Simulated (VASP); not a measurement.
## Geometry relaxation of CuO (part 5 of 5)

Continued. System: CuO (C2/c, 4 atoms in the cell). Method: Kohn-Sham DFT of a periodic cell, PBE, VASP PAW PBE potentials, recommended, no spin polarisation (VASP 6.6.1); cutoff 600 eV, 10×10×5 k-mesh, fermi-dirac of 0.05 eV. The structure derives from an entry of the Crystallography Open Database.

Geometry of the input (Å; fractional positions):
```
2.3418  -1.7113  0.0000
2.3418  1.7113  0.0000
-0.8500  0.0000  5.0579
Cu 0.5000  -0.0000  0.5000
Cu 0.0000  0.5000  0.0000
O  0.4184  0.5816  0.7500
O  0.5816  0.4184  0.2500
```

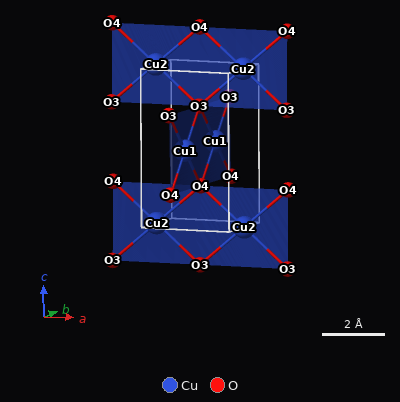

**Figure 1.** The geometry at step 27 of the log (polyhedral view of the cell of the calculation, seen at an oblique angle; polyhedra are completed across the faces of the cell; atoms are numbered from 1 in the order of the input).

Trajectory as extended XYZ, continued
```
4
Lattice="2.3512 -1.8416 0.0020 2.3512 1.8416 0.0020 -0.8495 0.0000 5.0105" Properties=species:S:1:pos:R:3:forces:R:3 step=7 energy=-19.62717
Cu    0.7508   -0.9208    2.5063    0.0000   0.0000   0.0000
Cu    3.5267   -0.9208    0.0030    0.0000   0.0000   0.0000
O     1.7140    0.1955    3.7599    0.0000   0.0431   0.0000
O     2.1388   -0.1955    1.2547    0.0000  -0.0431   0.0000
4
Lattice="2.3173 -1.8987 0.0250 2.3173 1.8987 0.0250 -0.7884 0.0000 5.0251" Properties=species:S:1:pos:R:3:forces:R:3 step=8 energy=-19.65475
Cu    0.7644   -0.9493    2.5250    0.0000   0.0000   0.0000
Cu    1.1587    0.9493    0.0125    0.0000   0.0000   0.0000
O     1.7260    0.1701    3.7938    0.0000  -0.0052   0.0000
O     2.1202   -0.1701    1.2812    0.0000   0.0052   0.0000
4
Lattice="2.2496 -2.0129 0.0708 2.2496 2.0129 0.0708 -0.6662 0.0000 5.0542" Properties=species:S:1:pos:R:3:forces:R:3 step=9 energy=-19.67708
Cu    0.7917   -1.0064    2.5625    0.0000   0.0000   0.0000
Cu    3.3744   -1.0064    0.1062    0.0000   0.0000   0.0000
O     1.7499    0.1155    3.8615    0.0000  -0.0501   0.0000
O     2.0830   -0.1155    1.3344    0.0000   0.0501   0.0000
4
Lattice="2.2231 -2.0301 0.0817 2.2231 2.0301 0.0817 -0.6340 0.0000 5.0526" Properties=species:S:1:pos:R:3:forces:R:3 step=10 energy=-19.68922
Cu    0.7945   -1.0151    2.5671    0.0000   0.0000   0.0000
Cu    1.1115    1.0151    0.0408    0.0000   0.0000   0.0000
O     1.7476    0.1032    3.8711    0.0000  -0.0425   0.0000
O     2.0646   -0.1032    1.3448    0.0000   0.0425   0.0000
4
Lattice="2.1822 -2.0567 0.0984 2.1822 2.0567 0.0984 -0.5843 0.0000 5.0501" Properties=species:S:1:pos:R:3:forces:R:3 step=11 energy=-19.70195
Cu    0.7990   -1.0284    2.5742    0.0000   0.0000   0.0000
Cu    3.2733   -1.0284    0.1475    0.0000   0.0000   0.0000
O     1.7440    0.0840    3.8859    0.0000  -0.0363   0.0000
O     2.0362   -0.0840    1.3609    0.0000   0.0363   0.0000
4
Lattice="2.1006 -2.1099 0.1317 2.1006 2.1099 0.1317 -0.4850 0.0000 5.0451" Properties=species:S:1:pos:R:3:forces:R:3 step=12 energy=-19.70644
Cu    0.8078   -1.0549    2.5884    0.0000   0.0000   0.0000
Cu    1.0503    1.0549    0.0659    0.0000   0.0000   0.0000
O     1.7368    0.0445    3.9155    0.0000  -0.0373   0.0000
O     1.9793   -0.0445    1.3930    0.0000   0.0373   0.0000
4
Lattice="2.1314 -2.0898 0.1191 2.1314 2.0898 0.1191 -0.5225 0.0000 5.0470" Properties=species:S:1:pos:R:3:forces:R:3 step=13 energy=-19.70806
Cu    0.8045   -1.0449    2.5830    0.0000   0.0000   0.0000
Cu    1.0657    1.0449    0.0596    0.0000   0.0000   0.0000
O     1.7395    0.0593    3.9043    0.0000  -0.0332   0.0000
O     2.0008   -0.0593    1.3809    0.0000   0.0332   0.0000
4
Lattice="2.1269 -2.0797 0.1186 2.1269 2.0797 0.1186 -0.5237 0.0000 5.0674" Properties=species:S:1:pos:R:3:forces:R:3 step=14 energy=-19.71417
Cu    0.8016   -1.0399    2.5930    0.0000   0.0000   0.0000
Cu    1.0635    1.0399    0.0593    0.0000   0.0000   0.0000
O     1.7341    0.0588    3.9191    0.0000  -0.0324   0.0000
O     1.9960   -0.0588    1.3855    0.0000   0.0324   0.0000
4
Lattice="2.1185 -2.0607 0.1177 2.1185 2.0607 0.1177 -0.5261 0.0000 5.1060" Properties=species:S:1:pos:R:3:forces:R:3 step=15 energy=-19.72130
Cu    0.7962   -1.0303    2.6118    0.0000   0.0000   0.0000
Cu    1.0592    1.0303    0.0588    0.0000   0.0000   0.0000
O     1.7239    0.0580    3.9471    0.0000  -0.0302   0.0000
O     1.9870   -0.0580    1.3942    0.0000   0.0302   0.0000
4
Lattice="2.1016 -2.0226 0.1158 2.1016 2.0226 0.1158 -0.5308 0.0000 5.1832" Properties=species:S:1:pos:R:3:forces:R:3 step=16 energy=-19.71851
Cu    0.7854   -1.0113    2.6495    0.0000   0.0000   0.0000
Cu    1.0508    1.0113    0.0579    0.0000   0.0000   0.0000
O     1.7035    0.0564    4.0031    0.0000  -0.0244   0.0000
O     1.9689   -0.0564    1.4115    0.0000   0.0244   0.0000
4
Lattice="2.1120 -2.0461 0.1169 2.1120 2.0461 0.1169 -0.5279 0.0000 5.1356" Properties=species:S:1:pos:R:3:forces:R:3 step=17 energy=-19.72290
Cu    0.7921   -1.0230    2.6262    0.0000   0.0000   0.0000
Cu    1.0560    1.0230    0.0585    0.0000   0.0000   0.0000
O     1.7161    0.0574    3.9686    0.0000  -0.0284   0.0000
O     1.9800   -0.0574    1.4008    0.0000   0.0284   0.0000
4
Lattice="2.1124 -2.0469 0.1170 2.1124 2.0469 0.1170 -0.5278 0.0000 5.1338" Properties=species:S:1:pos:R:3:forces:R:3 step=18 energy=-19.72290
Cu    0.7923   -1.0235    2.6254    0.0000   0.0000   0.0000
Cu    1.0562    1.0235    0.0585    0.0000   0.0000   0.0000
O     1.7166    0.0574    3.9673    0.0000  -0.0285   0.0000
O     1.9805   -0.0574    1.4004    0.0000   0.0285   0.0000
4
Lattice="2.1148 -2.0464 0.1189 2.1148 2.0464 0.1189 -0.5239 0.0000 5.1391" Properties=species:S:1:pos:R:3:forces:R:3 step=19 energy=-19.72327
Cu    0.7955   -1.0232    2.6290    0.0000   0.0000   0.0000
Cu    1.0574    1.0232    0.0595    0.0000   0.0000   0.0000
O     1.7219    0.0562    3.9733    0.0000  -0.0347   0.0000
O     1.9838   -0.0562    1.4037    0.0000   0.0347   0.0000
4
Lattice="2.1161 -2.0462 0.1200 2.1161 2.0462 0.1200 -0.5219 0.0000 5.1419" Properties=species:S:1:pos:R:3:forces:R:3 step=20 energy=-19.72339
Cu    0.7971   -1.0231    2.6309    0.0000   0.0000   0.0000
Cu    1.0580    1.0231    0.0600    0.0000   0.0000   0.0000
O     1.7247    0.0556    3.9764    0.0000  -0.0370   0.0000
O     1.9856   -0.0556    1.4054    0.0000   0.0370   0.0000
4
Lattice="2.1186 -2.0457 0.1220 2.1186 2.0457 0.1220 -0.5178 0.0000 5.1475" Properties=species:S:1:pos:R:3:forces:R:3 step=21 energy=-19.72345
Cu    0.8004   -1.0228    2.6348    0.0000   0.0000   0.0000
Cu    1.0593    1.0228    0.0610    0.0000   0.0000   0.0000
O     1.7302    0.0544    3.9826    0.0000  -0.0421   0.0000
O     1.9892   -0.0544    1.4089    0.0000   0.0421   0.0000
4
Lattice="2.1193 -2.0449 0.1230 2.1193 2.0449 0.1230 -0.5157 0.0000 5.1479" Properties=species:S:1:pos:R:3:forces:R:3 step=22 energy=-19.72359
Cu    0.8018   -1.0225    2.6354    0.0000   0.0000   0.0000
Cu    1.0597    1.0225    0.0615    0.0000   0.0000   0.0000
O     1.7325    0.0536    3.9839    0.0000  -0.0413   0.0000
O     1.9904   -0.0536    1.4099    0.0000   0.0413   0.0000
4
Lattice="2.1215 -2.0427 0.1258 2.1215 2.0427 0.1258 -0.5094 0.0000 5.1491" Properties=species:S:1:pos:R:3:forces:R:3 step=23 energy=-19.72396
Cu    0.8060   -1.0213    2.6375    0.0000   0.0000   0.0000
Cu    0.5513    1.0213    5.2120    0.0000   0.0000   0.0000
O     1.7394    0.0515    3.9876    0.0000  -0.0445   0.0000
O     1.9941   -0.0515    1.4131    0.0000   0.0445   0.0000
4
Lattice="2.1257 -2.0382 0.1315 2.1257 2.0382 0.1315 -0.4969 0.0000 5.1516" Properties=species:S:1:pos:R:3:forces:R:3 step=24 energy=-19.72457
Cu    0.8144   -1.0191    2.6415    0.0000   0.0000   0.0000
Cu    3.1886   -1.0191    0.1972    0.0000   0.0000   0.0000
O     1.7531    0.0472    3.9952    0.0000  -0.0497   0.0000
O     2.0015   -0.0472    1.4194    0.0000   0.0497   0.0000
4
Lattice="2.1343 -2.0292 0.1428 2.1343 2.0292 0.1428 -0.4717 0.0000 5.1565" Properties=species:S:1:pos:R:3:forces:R:3 step=25 energy=-19.72528
Cu    0.8313   -1.0146    2.6497    0.0000   0.0000   0.0000
Cu    0.5954    1.0146    5.2279    0.0000   0.0000   0.0000
O     1.7805    0.0386    4.0102    0.0000  -0.0571   0.0000
O     2.0163   -0.0386    1.4319    0.0000   0.0571   0.0000
4
Lattice="2.1332 -2.0259 0.1434 2.1332 2.0259 0.1434 -0.4694 0.0000 5.1462" Properties=species:S:1:pos:R:3:forces:R:3 step=26 energy=-19.72594
Cu    0.8319   -1.0130    2.6448    0.0000   0.0000   0.0000
Cu    3.1999   -1.0130    0.2151    0.0000   0.0000   0.0000
O     1.7812    0.0357    4.0030    0.0000  -0.0458   0.0000
O     2.0159   -0.0357    1.4299    0.0000   0.0458   0.0000
4
Lattice="2.1330 -2.0251 0.1435 2.1330 2.0251 0.1435 -0.4688 0.0000 5.1437" Properties=species:S:1:pos:R:3:forces:R:3 step=27 energy=-19.72596
Cu    0.8321   -1.0126    2.6436    0.0000   0.0000   0.0000
Cu    0.5977    1.0126    5.2154    0.0000   0.0000   0.0000
O     1.7814    0.0350    4.0013    0.0000  -0.0429   0.0000
O     2.0158   -0.0350    1.4294    0.0000   0.0429   0.0000
4
Lattice="2.1331 -2.0254 0.1435 2.1331 2.0254 0.1435 -0.4689 0.0000 5.1443" Properties=species:S:1:pos:R:3:forces:R:3 step=28 energy=-19.72596
Cu    0.8321   -1.0127    2.6439    0.0000   0.0000   0.0000
Cu    1.0665    1.0127    0.0717    0.0000   0.0000   0.0000
O     1.7813    0.0352    4.0017    0.0000  -0.0440   0.0000
O     2.0158   -0.0352    1.4296    0.0000   0.0440   0.0000
4
Lattice="2.1330 -2.0253 0.1435 2.1330 2.0253 0.1435 -0.4689 0.0000 5.1440" Properties=species:S:1:pos:R:3:forces:R:3 step=29 energy=-19.72596
Cu    0.8321   -1.0126    2.6438    0.0000   0.0000   0.0000
Cu    0.5976    1.0126    5.2158    0.0000   0.0000   0.0000
O     1.7814    0.0351    4.0015    0.0000  -0.0421   0.0000
O     2.0158   -0.0351    1.4295    0.0000   0.0421   0.0000
4
Lattice="2.1339 -2.0254 0.1433 2.1339 2.0254 0.1433 -0.4695 0.0000 5.1433" Properties=species:S:1:pos:R:3:forces:R:3 step=30 energy=-19.72613
Cu    0.8322   -1.0127    2.6433    0.0000   0.0000   0.0000
Cu    1.0669    1.0127    0.0717    0.0000   0.0000   0.0000
O     1.7818    0.0331    4.0008    0.0000  -0.0313   0.0000
O     2.0165   -0.0331    1.4291    0.0000   0.0313   0.0000
4
Lattice="2.1361 -2.0258 0.1428 2.1361 2.0258 0.1428 -0.4710 0.0000 5.1416" Properties=species:S:1:pos:R:3:forces:R:3 step=31 energy=-19.72631
Cu    0.8325   -1.0129    2.6422    0.0000   0.0000   0.0000
Cu    0.5970    1.0129    5.2130    0.0000   0.0000   0.0000
O     1.7828    0.0280    3.9990    0.0000  -0.0026   0.0000
O     2.0183   -0.0280    1.4282    0.0000   0.0026   0.0000
4
Lattice="2.1367 -2.0265 0.1444 2.1367 2.0265 0.1444 -0.4676 0.0000 5.1441" Properties=species:S:1:pos:R:3:forces:R:3 step=32 energy=-19.72640
Cu    0.8346   -1.0133    2.6443    0.0000   0.0000   0.0000
Cu    1.0684    1.0133    0.0722    0.0000   0.0000   0.0000
O     1.7861    0.0267    4.0025    0.0000  -0.0068   0.0000
O     2.0198   -0.0267    1.4304    0.0000   0.0068   0.0000
4
Lattice="2.1369 -2.0267 0.1448 2.1369 2.0267 0.1448 -0.4666 0.0000 5.1449" Properties=species:S:1:pos:R:3:forces:R:3 step=33 energy=-19.72642
Cu    0.8352   -1.0133    2.6448    0.0000   0.0000   0.0000
Cu    0.6019    1.0133    5.2173    0.0000   0.0000   0.0000
O     1.7870    0.0264    4.0035    0.0000  -0.0055   0.0000
O     2.0203   -0.0264    1.4310    0.0000   0.0055   0.0000
4
Lattice="2.1365 -2.0265 0.1461 2.1365 2.0265 0.1461 -0.4633 0.0000 5.1447" Properties=species:S:1:pos:R:3:forces:R:3 step=34 energy=-19.72650
Cu    0.8366   -1.0133    2.6454    0.0000   0.0000   0.0000
Cu    1.0682    1.0133    0.0731    0.0000   0.0000   0.0000
O     1.7890    0.0257    4.0047    0.0000  -0.0102   0.0000
O     2.0207   -0.0257    1.4323    0.0000   0.0102   0.0000
4
Lattice="2.1352 -2.0260 0.1501 2.1352 2.0260 0.1501 -0.4535 0.0000 5.1444" Properties=species:S:1:pos:R:3:forces:R:3 step=35 energy=-19.72666
Cu    0.8408   -1.0130    2.6472    0.0000   0.0000   0.0000
Cu    0.6141    1.0130    5.2194    0.0000   0.0000   0.0000
O     1.7950    0.0237    4.0084    0.0000  -0.0210   0.0000
O     2.0218   -0.0237    1.4362    0.0000   0.0210   0.0000
4
Lattice="2.1326 -2.0249 0.1580 2.1326 2.0249 0.1580 -0.4339 0.0000 5.1436" Properties=species:S:1:pos:R:3:forces:R:3 step=36 energy=-19.72659
Cu    0.8493   -1.0125    2.6508    0.0000   0.0000   0.0000
Cu    1.0663    1.0125    0.0790    0.0000   0.0000   0.0000
O     1.8072    0.0197    4.0157    0.0000  -0.0405   0.0000
O     2.0241   -0.0197    1.4439    0.0000   0.0405   0.0000
4
Lattice="2.1342 -2.0256 0.1532 2.1342 2.0256 0.1532 -0.4459 0.0000 5.1441" Properties=species:S:1:pos:R:3:forces:R:3 step=37 energy=-19.72669
Cu    0.8442   -1.0128    2.6486    0.0000   0.0000   0.0000
Cu    1.0671    1.0128    0.0766    0.0000   0.0000   0.0000
O     1.7998    0.0222    4.0112    0.0000  -0.0289   0.0000
O     2.0227   -0.0222    1.4392    0.0000   0.0289   0.0000
4
Lattice="2.1335 -2.0255 0.1549 2.1335 2.0255 0.1549 -0.4417 0.0000 5.1457" Properties=species:S:1:pos:R:3:forces:R:3 step=38 energy=-19.72679
Cu    0.8459   -1.0128    2.6503    0.0000   0.0000   0.0000
Cu    1.0668    1.0128    0.0774    0.0000   0.0000   0.0000
O     1.8023    0.0198    4.0141    0.0000  -0.0247   0.0000
O     2.0231   -0.0198    1.4413    0.0000   0.0247   0.0000
4
Lattice="2.1316 -2.0253 0.1601 2.1316 2.0253 0.1601 -0.4292 0.0000 5.1504" Properties=species:S:1:pos:R:3:forces:R:3 step=39 energy=-19.72699
Cu    0.8512   -1.0126    2.6552    0.0000   0.0000   0.0000
Cu    1.0658    1.0126    0.0800    0.0000   0.0000   0.0000
O     1.8098    0.0127    4.0229    0.0000  -0.0166   0.0000
O     2.0243   -0.0127    1.4477    0.0000   0.0166   0.0000
4
Lattice="2.1278 -2.0249 0.1704 2.1278 2.0249 0.1704 -0.4041 0.0000 5.1600" Properties=species:S:1:pos:R:3:forces:R:3 step=40 energy=-19.72692
Cu    0.8619   -1.0124    2.6652    0.0000   0.0000   0.0000
Cu    1.0639    1.0124    0.0852    0.0000   0.0000   0.0000
O     1.8247   -0.0016    4.0404    0.0000  -0.0015   0.0000
O     2.0268    0.0016    1.4604    0.0000   0.0015   0.0000
4
Lattice="2.1300 -2.0251 0.1644 2.1300 2.0251 0.1644 -0.4187 0.0000 5.1544" Properties=species:S:1:pos:R:3:forces:R:3 step=41 energy=-19.72704
Cu    0.8557   -1.0126    2.6594    0.0000   0.0000   0.0000
Cu    1.0650    1.0126    0.0822    0.0000   0.0000   0.0000
O     1.8160    0.0067    4.0302    0.0000  -0.0115   0.0000
O     2.0254   -0.0067    1.4530    0.0000   0.0115   0.0000
4
Lattice="2.1322 -2.0277 0.1655 2.1322 2.0277 0.1655 -0.4164 0.0000 5.1548" Properties=species:S:1:pos:R:3:forces:R:3 step=42 energy=-19.72707
Cu    0.8579   -1.0138    2.6602    0.0000   0.0000   0.0000
Cu    1.0661    1.0138    0.0828    0.0000   0.0000   0.0000
O     1.8199    0.0028    4.0316    0.0000   0.0023   0.0000
O     2.0281   -0.0028    1.4542    0.0000  -0.0023   0.0000
4
Lattice="2.1313 -2.0266 0.1650 2.1313 2.0266 0.1650 -0.4174 0.0000 5.1546" Properties=species:S:1:pos:R:3:forces:R:3 step=43 energy=-19.72710
Cu    0.8569   -1.0133    2.6598    0.0000   0.0000   0.0000
Cu    1.0656    1.0133    0.0825    0.0000   0.0000   0.0000
O     1.8182    0.0045    4.0310    0.0000  -0.0035   0.0000
O     2.0269   -0.0045    1.4537    0.0000   0.0035   0.0000
4
Lattice="2.1315 -2.0269 0.1652 2.1315 2.0269 0.1652 -0.4171 0.0000 5.1547" Properties=species:S:1:pos:R:3:forces:R:3 step=44 energy=-19.72710
Cu    0.8572   -1.0134    2.6599    0.0000   0.0000   0.0000
Cu    1.0658    1.0134    0.0826    0.0000   0.0000   0.0000
O     1.8187    0.0040    4.0312    0.0000  -0.0025   0.0000
O     2.0273   -0.0040    1.4538    0.0000   0.0025   0.0000
4
Lattice="2.1325 -2.0282 0.1660 2.1325 2.0282 0.1660 -0.4148 0.0000 5.1469" Properties=species:S:1:pos:R:3:forces:R:3 step=45 energy=-19.72709
Cu    0.8588   -1.0141    2.6565    0.0000   0.0000   0.0000
Cu    1.0662    1.0141    0.0830    0.0000   0.0000   0.0000
O     1.8214    0.0008    4.0262    0.0000   0.0111   0.0000
O     2.0288   -0.0008    1.4527    0.0000  -0.0111   0.0000
4
Lattice="2.1319 -2.0274 0.1655 2.1319 2.0274 0.1655 -0.4161 0.0000 5.1514" Properties=species:S:1:pos:R:3:forces:R:3 step=46 energy=-19.72711
Cu    0.8579   -1.0137    2.6585    0.0000   0.0000   0.0000
Cu    1.0660    1.0137    0.0828    0.0000   0.0000   0.0000
O     1.8198    0.0026    4.0291    0.0000   0.0030   0.0000
O     2.0279   -0.0026    1.4534    0.0000  -0.0030   0.0000
```
